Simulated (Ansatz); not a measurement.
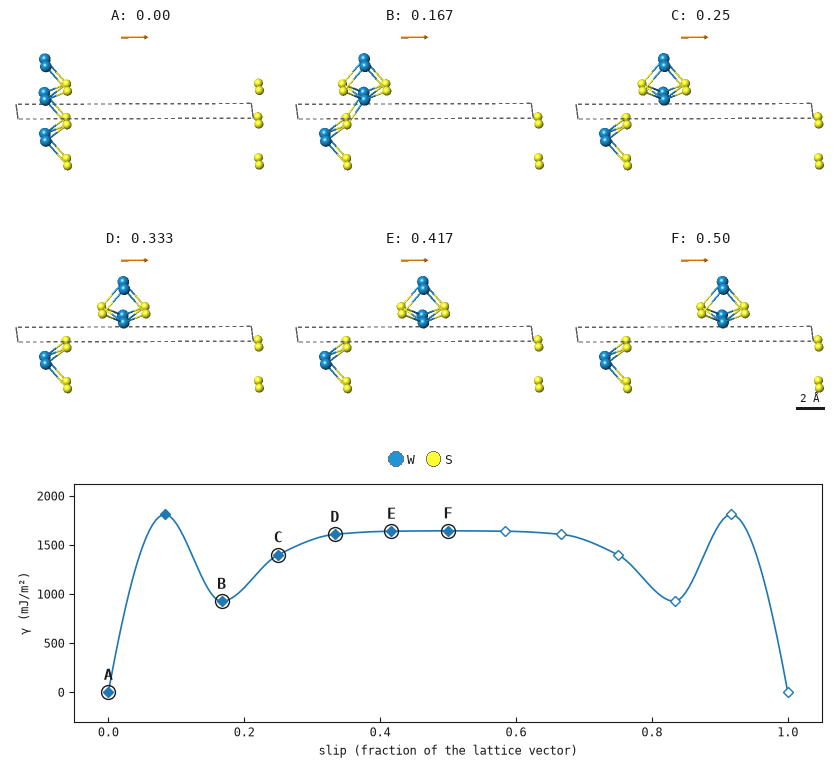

A scan of a crystal of WS₂ (P-6m2): the crystal above a cut along the (1 0 0) plane of the conventional cell (between a plane of S below and one of W above, 1.82 Å apart) is slid rigidly by fractions of an in-plane lattice vector 16.95 Å long (a generalised stacking fault). One cut stands in each cell, which starts 10.9 Å high; nothing is relaxed, and the dashed outline marks the cut, the arrow on top the direction of slip. The lettered frames are marked on the plot. Hollow markers are points alike by symmetry, not computed again. A ball-and-stick model of the layers on both sides of the cut, seen from the side, nearly along the cut plane.

Theory: DFT PBEsol, scalar-relativistic, plane waves, PAW in Ansatz. Settings: plane-wave cutoff 420 eV; k-point mesh 8 × 2 × 3; occupations gaussian; smearing width 0.05 eV; no spin polarisation. Energies (free energies at the smearing named) are counted from the relaxed crystal.

> Read off the main features of the energy profile.

The curve starts and ends at zero, since a full lattice vector restores the crystal. Its highest computed point is 1812 mJ/m² at slip 0.083 and 0.917. The local minimum at 0.167 (927 mJ/m²) is a metastable fault on this line; the lower of the two humps that part it from the perfect crystal is 1812 mJ/m² high. The local minimum at 0.833 (927 mJ/m²) is a metastable fault on this line; the lower of the two humps that part it from the perfect crystal is 1812 mJ/m² high. The path is symmetric about half-way. Relaxation across the fault would lower the values. The band gap on the mesh, 2.09 eV in the reference, closes at 0.25, 0.333, 0.417, 0.50.

The computed points:

```
slip (fraction of the lattice vector)  γ (mJ/m²)
                                0.000          0
                                0.083       1812
                                0.167        927
                                0.250       1401
                                0.333       1609
                                0.417       1641
                                0.500       1645
                                0.583       1641
                                0.667       1609
                                0.750       1401
                                0.833        927
                                0.917       1812
                                1.000          0
```

Points that are alike by symmetry were computed once.

Limits of the set-up: layers or molecules are held without a dispersion correction, so their spacing is unreliable.
